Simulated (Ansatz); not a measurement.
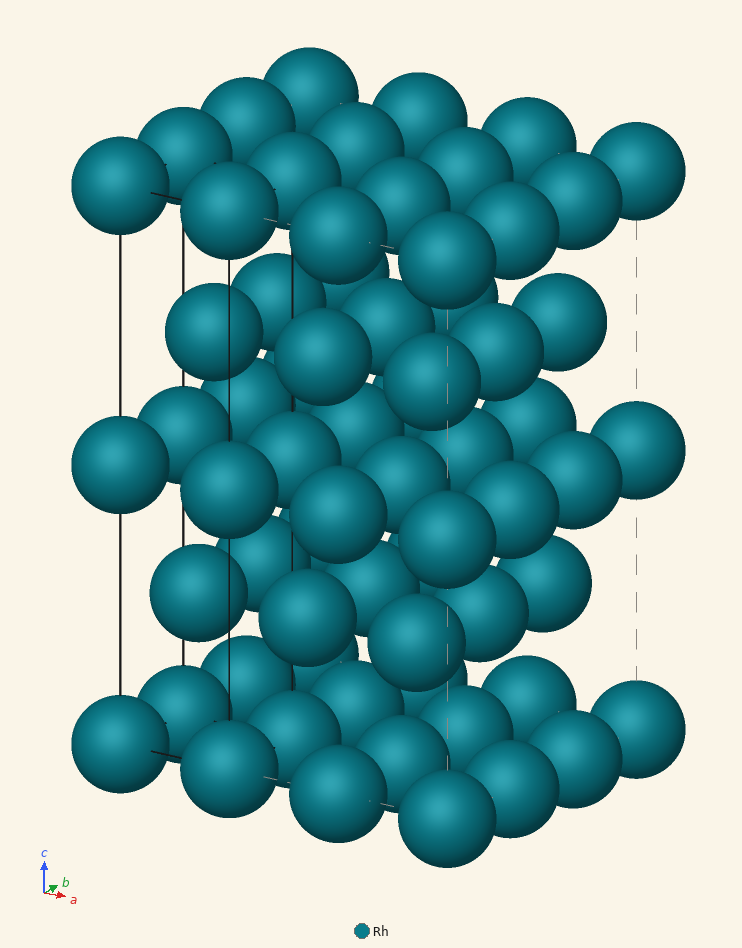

A spheres-only picture of a crystal structure, seen slightly off an axis. The drawing covers 3×3×1 cells, and the solid lines enclose one conventional unit cell.

Caption:

- The element is rhodium.
- It is primitive hexagonal, space group P6_3/mmc (No. 194).
- This arrangement goes by the name double hexagonal close-packed (α-La type).
- The cell holds four atoms.
- Around each Rh lie twelve Rh.

The model was built from a structure listed in the Materials Project. The cell was then strained or its atoms displaced on purpose. An electronic-structure calculation with Ansatz was run on it.

At this level of theory the run's own cell isn't at rest (stretched, at -14 GPa), so its distances can differ from those at equilibrium, the more so the softer the solid.
